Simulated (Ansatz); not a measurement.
```
Al Ga N
1.0
     3.18799    0.00000    0.00000
     0.00000    3.18799    0.00000
     0.00000    0.00000    4.49020
Al Ga N
1 1 2
Direct
  0.50000 0.50000 0.50000
  0.00000 0.00000 0.00000
  0.50000 0.00000 0.73826
  0.00000 0.50000 0.26174
```

Space group P-4m2; a structure from a database of computed crystals, not necessarily the ambient phase; changed on purpose from its base cell (strain +0.015 along x and y, +0.015 along z, atoms carried along); computed pressure about −12 GPa in this cell.

Theory: DFT LDA, scalar-relativistic, plane waves, PAW in Ansatz.

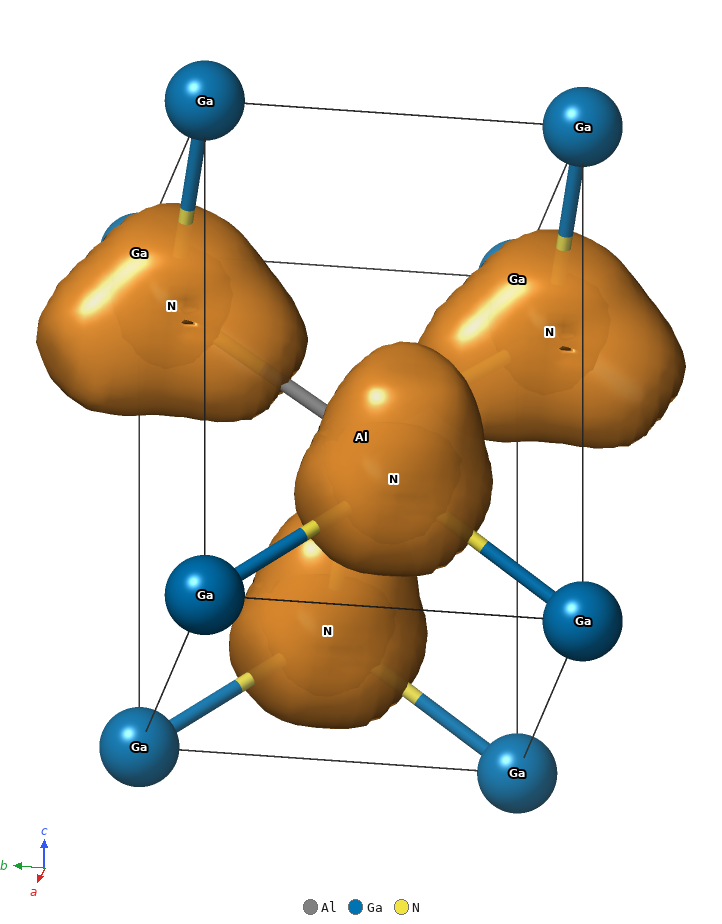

AlGaN2. Isosurface of the ELF at 0.75 (orange), seen at an oblique angle. Only the valence region is drawn (cores and ρ < 0.01 e/Å³ removed). Sticks mark near contacts.

Core electrons are frozen (PAW), and the valence fields are smoothed inside the atomic spheres.

Where are the electrons localised?

Answer. At this value the surface marks out two regions on N in which the atom's valence shell and bonds are merged, counted in one cell of 4 atoms. Any copies at cell faces, edges or corners count once.

Values along the shortest contacts:
Al–N (1.92 Å): the ELF peaks at about 0.90 between the atoms; a polar covalent bond. Ga–N (1.98 Å): the ELF peaks at about 0.85 in the valence shell of N, 0.7 Å from its nucleus, and is about 0.45 at the midpoint.

Metal or insulator at this level of theory?

Answer. It is gapped, with a Kohn–Sham gap of 2.5 eV on the k-point mesh (the band edges may lie off the mesh, which would make the gap smaller).
